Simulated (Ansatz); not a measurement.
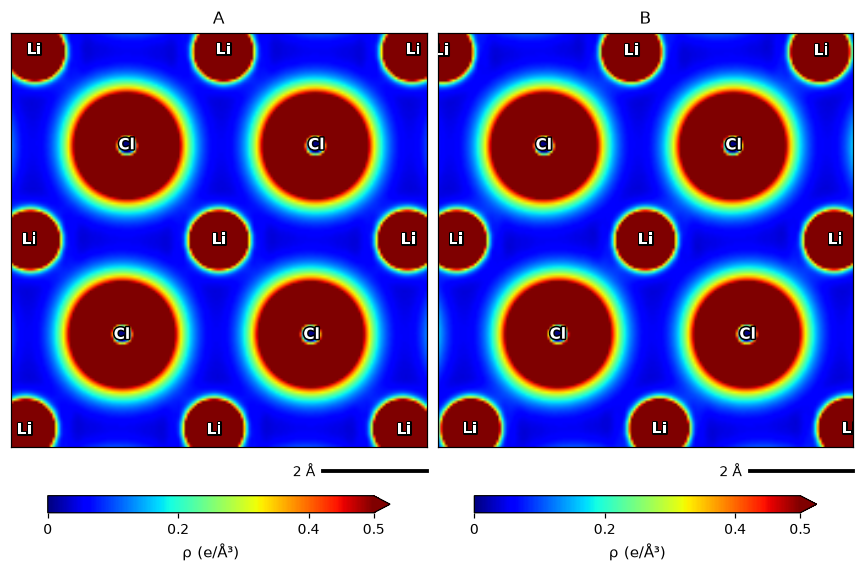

LiCl. The valence charge density (pseudo) of two cells that differ in size and shape, on the (101) plane of each (indices in the axes of the calculation cell), at one length scale and on one colour scale; one has 17.3 and the other 18.1 Å³ an atom.

Space group I4/mmm.

Computed with DFT PBE, scalar-relativistic, plane waves, PAW in Ansatz.

Core electrons are frozen (PAW), and the valence fields are smoothed inside the atomic spheres.

### Which is the denser cell? Describe the effect of the change.

Panel A is the smaller cell, by 5 % in volume. From the larger cell to the smaller, Li–Cl goes from 2.50 to 2.56 Å, and the density at its midpoint from 0.25 to 0.22 e/Å³; the pressure goes from −1.4 to −0.4 GPa; the Kohn–Sham gap goes from 5.9 eV to 6.1 eV.
